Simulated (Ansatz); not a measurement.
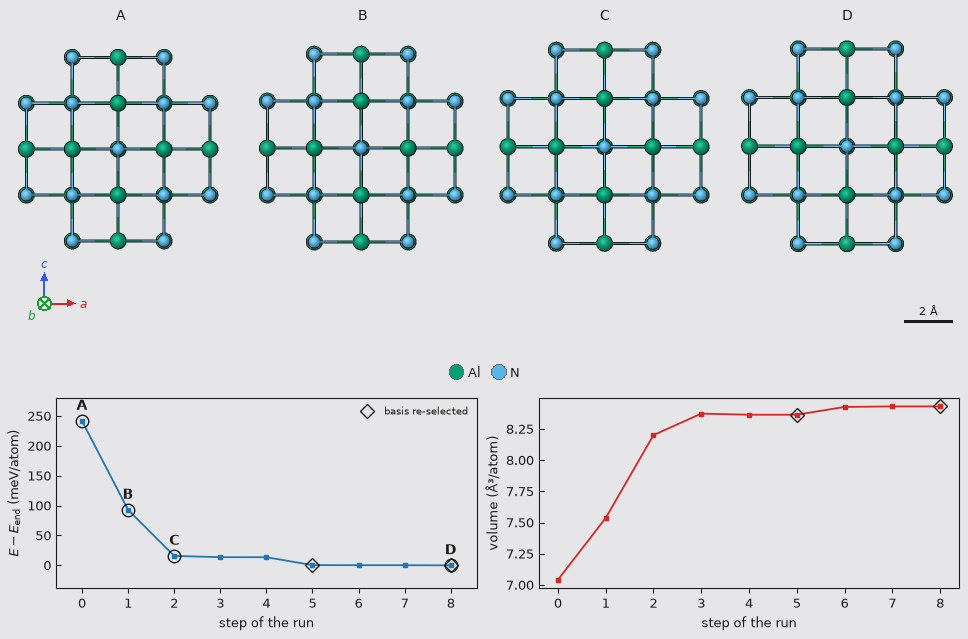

Frames of a relaxation of a crystal of AlN (built on the rocksalt type), marked on the history of the run. Style: ball-and-stick. Shown: the conventional cell (4 times the calculation's cell), along the b axis. Lengths and directions refer to the drawn axes.

These are results of DFT, PBE, plane waves, PAW in Ansatz, not measurements. Set-up: plane-wave cutoff 420 eV; k-point mesh 10 × 10 × 10; occupations fermi dirac; smearing width 0.02 eV; no spin polarisation; cell and atoms relaxed; force threshold 0.005 eV/Å.

**Describe the path.**

The energy falls by 242 meV per atom in 6 accepted moves (8 points after the start). All forces vanish by symmetry, so only the cell relaxes. Pressure: 64.63 GPa at the start and 0.01 GPa at the end. At 2 points the geometry stayed and the basis and grid were re-selected for the new cell (energy shift of 13.2 meV per atom at most each time). No atom moves by more than 0.005 Å relative to the cell. The volume changes by +19.7 %, with a = b = c 3.833 → 4.071 Å (+6.2 %). Among the contacts that change: Al–N 1.917 → 2.035 Å. The space group stays Fm-3m (No. 225). From step 0 to 1: volume +7.0 %, energy −149 meV per atom. From step 1 to 2: volume +8.8 %, energy −77.1 meV per atom. From step 2 to 8: volume +2.8 %, energy −15.8 meV per atom.

| step | E − E(0), meV/atom | pressure, GPa | volume, Å³/atom | note |
| --- | --- | --- | --- | --- |
| 0 | 0.00 | 64.63 | 7.041 |  |
| 1 | -148.90 | 34.63 | 7.536 |  |
| 2 | -225.99 | 5.63 | 8.201 |  |
| 3 | -228.15 | -0.30 | 8.373 |  |
| 4 | -228.19 | -0.01 | 8.364 |  |
| 5 | -241.38 | 2.04 | 8.364 | same geometry, new basis |
| 6 | -241.57 | 0.13 | 8.426 |  |
| 7 | -241.56 | 0.00 | 8.431 |  |
| 8 | -241.82 | 0.01 | 8.431 | same geometry, new basis |
